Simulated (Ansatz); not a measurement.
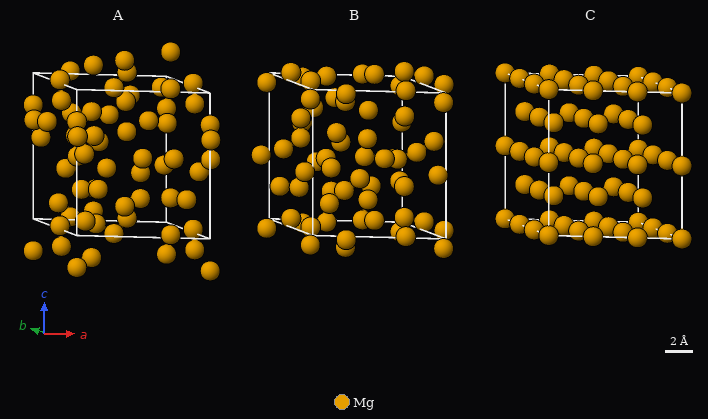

A Born-Oppenheimer molecular dynamics run of a 36-atom cell of Mg, 900 fs long. The cell was cut from the hcp crystal. 3 frames in shuffled order; frame C is the first. A spheres-only model of the simulation cell, seen slightly off an axis. Atoms are followed out of the cell.

Theory: DFT PBEsol, scalar-relativistic, plane waves, PAW in Ansatz. Settings: plane-wave cutoff 420 eV; k-point mesh 1 × 1 × 1; Fermi-Dirac smearing 0.16 eV; low-accuracy preset; volume 1.15 times that of the relaxed crystal; Nosé-Hoover thermostat (NVT); set temperature 1800 K; time step 3 fs; thermostat time 100.0 fs.

Q: Put the frames in order of time.

A: C, B, A, at 0 fs, 537 fs, 900 fs; the root-mean-square distance from the start grows as 0.00, 1.10, 2.19 Å. Root-mean-square distances from the starting positions over the second half, with the common drift of all atoms taken out: Mg 1.54 Å. That is a large part of the typical shortest distance between atoms in the first frame, about 3.4 Å and still growing: the atoms leave their places as in a liquid, so the crystal loses its order.

Limits of the set-up: the k-point mesh is coarse for a cell with partly filled bands; the program's low-accuracy preset was used.

Cost: 7.1 min on 4 threads of Intel(R) Xeon(R) 6975P-C (Granite Rapids), on a shared host, peak memory 1.1 GiB.
